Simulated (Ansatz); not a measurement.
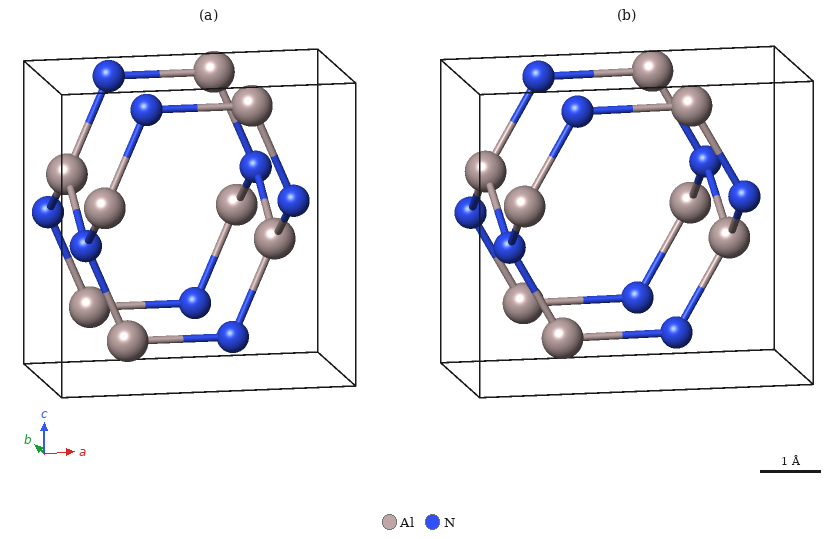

The structure of a crystal of AlN (a generated structure, set up in Pnma) (coarse preliminary run) before (left) and after (right) a relaxation, at one scale.

The picture is a ball-and-stick view of the cell of the calculation, repeated 1 × 2 × 1 with one cell outlined, seen slightly off an axis.

Theory: DFT PBE, scalar-relativistic, plane waves, PAW in Ansatz.

Input file:
```yaml
crystal:
  lattice:
    - [5.09064706, 0.0, 0.0]
    - [0.0, 3.1097468, 0.0]
    - [0.0, 0.0, 5.22715919]
  atoms:
    - { symbol: Al, position: [0.82106782, 0.75, 0.409537] }
    - { symbol: Al, position: [0.67893218, 0.25, 0.909537] }
    - { symbol: Al, position: [0.32106782, 0.75, 0.090463] }
    - { symbol: Al, position: [0.17893218, 0.25, 0.590463] }
    - { symbol: "N", position: [0.82106782, 0.25, 0.590463] }
    - { symbol: "N", position: [0.67893218, 0.75, 0.090463] }
    - { symbol: "N", position: [0.32106782, 0.25, 0.909537] }
    - { symbol: "N", position: [0.17893218, 0.75, 0.409537] }
basis:
  ecutwfc: 420
kpoints:
  mp_grid: { grid: [4, 6, 4] }
hamiltonian:
  xc: pbe
scf:
  occupations: { method: gaussian, width: 0.1 }
  lower_state_search: "off"
output:
  forces: true
  stress: true
  eigenvalues: true
relax:
  adjacent_minimum: "off"
  f_tol: 0.04
  max_steps: 70
  cell: { stress_tol: 0.4 }
```

Launched with:
```bash
ansatz run input.yaml --threads 1 --pin off --max-ram 2560MiB --backend cpu --events-out ev --progress --plain --runs-dir out
```

Q: What changed between the two?

A: The largest moves relative to the cell, 0.090 Å, are those of Al1, Al2, Al3 and Al4. Al4 goes along [−3 0 1]. Largest moves by element: Al 0.090 Å, N 0.046 Å. Cell: a 5.091 → 5.778 Å (+13.5 %), b 3.110 → 3.202 Å (+3.0 %), c 5.227 → 5.230 Å (+0.1 %). Volume +17.0 %. Some distances before and after: Al1–N8 1.822 → 1.972 Å, Al1–N5 1.820 → 1.897 Å, Al1–N6 1.818 → 1.845 Å. Among the angles between lasting bonds that change: Al2–N5–Al4 113.5° → 120.4°, N6–Al1–N8 113.5° → 119.2°, N5–Al1–N8 90.0° → 92.7°. The space group stays Pnma (No. 62). After 6 accepted moves (9 points after the start) the energy has fallen by 172 meV per atom. The largest force component goes from 2.7 to 0.0028 eV/Å. Pressure: 29.01 GPa at the start and 0.00 GPa at the end. At 3 points the geometry stayed and the basis and grid were re-selected for the new cell (energy shift of 11.5 meV per atom at most each time). Cost: 57 s on 1 thread of Arm Neoverse V1 (shared host), peak memory 0.37 GiB.
